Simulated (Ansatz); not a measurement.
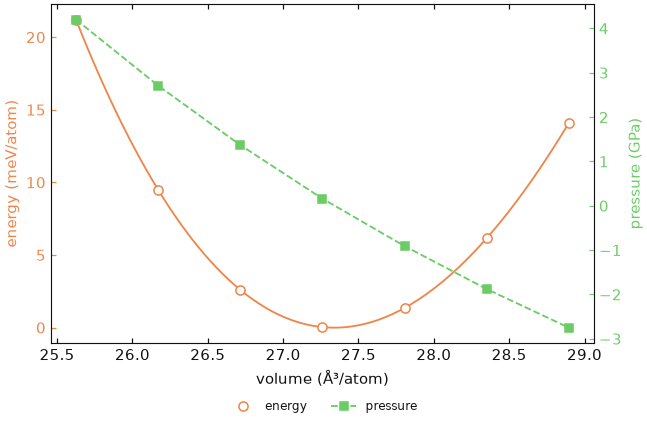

How it was computed, with Ansatz 0.2.0: all-electron LAPW DFT, no spin polarisation; energies at scaled volumes of the given cell, shape and fractions fixed, counted from the fit's minimum, third-order Birch-Murnaghan fit. Level: PBEsol.

```tsv
setting	value
k mesh	7×7×6
occupations	Fermi–Dirac
smearing width	0.05 eV
potentials	all electron LAPW, scalar relativistic
program settings	basis error eV/atom 0.001
```

Cell as given: a = 4.366 Å, b = 4.366 Å, c = 4.954 Å, α = 90.00°, β = 90.00°, γ = 120.00°; 3 atoms.

**Figure.** Energy and pressure against volume for Se, space group P3_121 (No. 152).

A third-order Birch–Murnaghan fit gives V0 = 27.34 Å³/atom, B0 = 56.3 GPa and B′ = 4.4. The energy is 21.20 meV/atom at volume 25.63 Å³/atom and 14.09 meV/atom at 28.90 Å³/atom; the lowest computed point is at volume 27.26 Å³/atom (0.04 meV/atom), and no other minimum shows. The pressure falls from 4.20 GPa at volume 25.63 Å³/atom to −2.75 GPa at 28.90 Å³/atom, and changes sign near 27.34 Å³/atom.

Keep in mind: shape and atomic fractions are frozen while scaling, which makes layered, chain and framework solids too stiff.
